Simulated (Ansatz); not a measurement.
**GaP: density, localisation and related maps**

Input

```
crystal:
  lattice:
    - [-3.8845647977, 0.0, 0.0]
    - [0.0, 6.7282635949, 0.0]
    - [1.9422823988, -1.1213772658, -6.4350460939]
  atoms:
    - { symbol: Ga, position: [0.3466225896, 0.7822075299, 0.6932451791] }
    - { symbol: Ga, position: [0.8466225896, 0.2822075299, 0.6932451791] }
    - { symbol: Ga, position: [0.1533774104, 0.7177924701, 0.3067548209] }
    - { symbol: Ga, position: [0.6533774104, 0.2177924701, 0.3067548209] }
    - { symbol: P, position: [0.9137418974, 0.9712472991, 0.8274837948] }
    - { symbol: P, position: [0.4137418974, 0.4712472991, 0.8274837948] }
    - { symbol: P, position: [0.5862581026, 0.5287527009, 0.1725162052] }
    - { symbol: P, position: [0.0862581026, 0.0287527009, 0.1725162052] }
basis:
  ecutwfc: 420
kpoints:
  mp_grid: { grid: [8, 4, 8] }
hamiltonian:
  xc: pbe
scf:
  occupations: { method: gaussian, width: 0.05 }
output:
  forces: true
  stress: true
  eigenvalues: true
  write_density: true
  write_potential: true
  elf: true
  volumetric_format: npy
```

Launched as:

```sh
ansatz run input.yaml --threads 1 --pin off --max-ram 2560MiB --backend cpu --events-out ev --progress --plain --runs-dir out
```

Space group R-3m; a structure from a database of computed crystals, not necessarily the ambient phase.

These are results of Ansatz 0.2.0, DFT PBE, scalar-relativistic, plane waves, PAW, not measurements.

In a PAW calculation such maps are meaningful between the atoms, not at the nuclei.

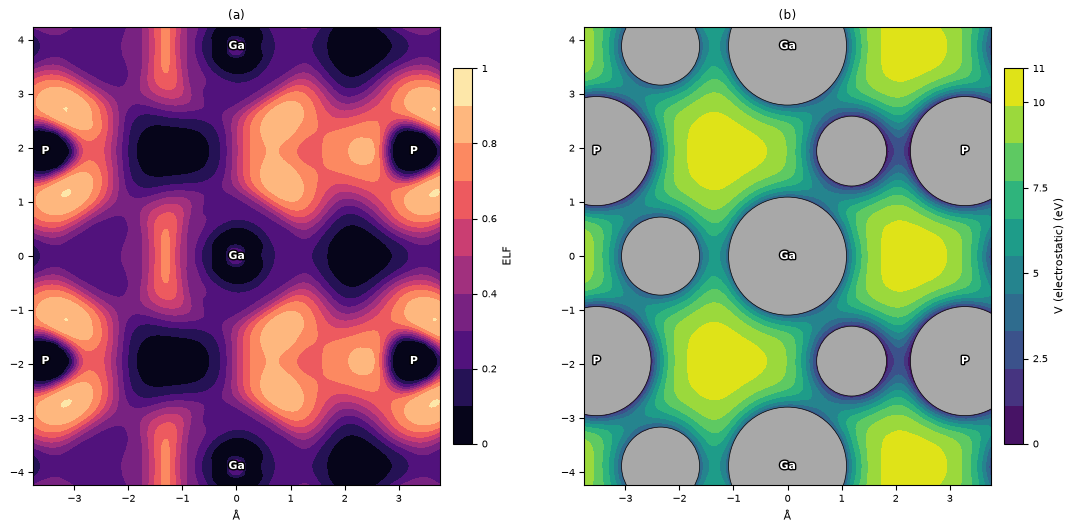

Figure 1. (a) electron localisation function; (b) electrostatic potential (local pseudopotential plus Hartree) felt by an electron on the (110) plane of the calculation cell. Grey discs cover the atomic cores in the potential map.

Read the bonding off the picture.

- The section cuts through Ga and P sites.
- Atoms just off the plane (Ga, 0.8 Å away and P, 0.8 Å away) can leave unmarked features too.
- Outside the cores the potential energy rises away from the atoms and is highest about 2.2 Å from the nearest atoms; its zero is arbitrary.

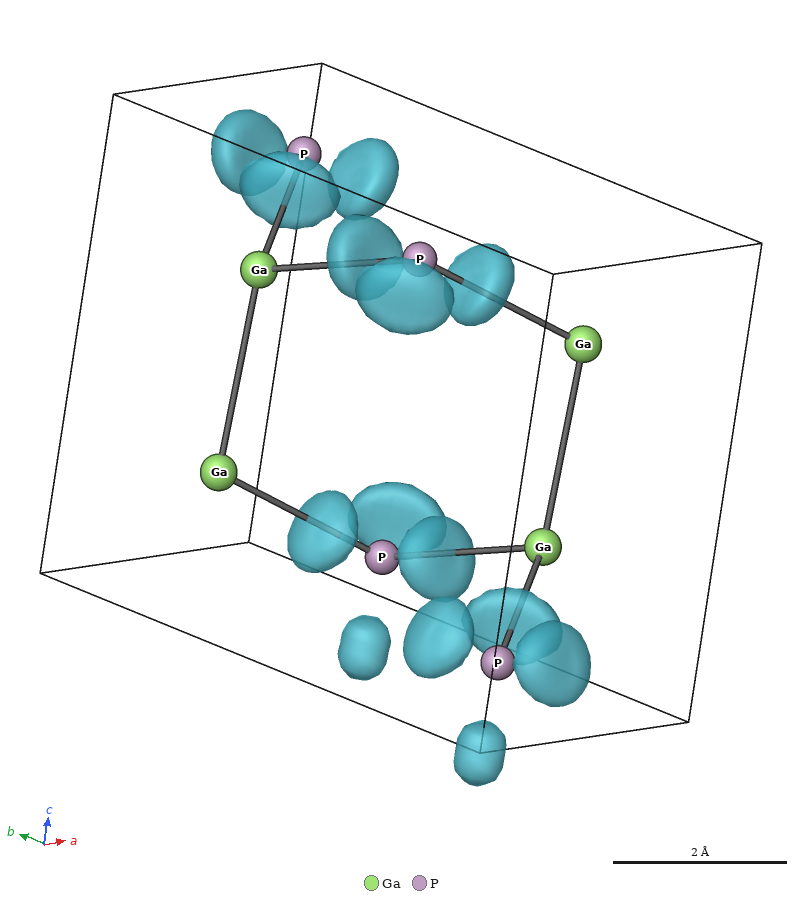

Figure 2. Isosurface of the ELF at 0.85 (cyan), seen at an oblique angle. Only the valence region is drawn (cores and ρ < 0.01 e/Å³ removed). Sticks mark near contacts.

Identify the bonds, lone pairs and shells in this picture.

The surface consists of two regions between bonded P–P atoms (shared pairs) and twelve lobes of the valence shell of P pointing towards Ga (polar bonds), counted in one cell of 8 atoms. Any copies at cell faces, edges or corners count once.


P–P (2.22 Å): the ELF peaks at about 0.90 between the atoms (localised, covalent bonding). Ga–P (2.40 Å): the ELF peaks at about 0.90 in the valence shell of P, 0.8 Å from its nucleus, and is about 0.75 at the midpoint.

Does the calculation give a band gap?

It is gapped, with a Kohn–Sham gap of 0.80 eV on the k-point mesh, an upper bound to the gap of this method.
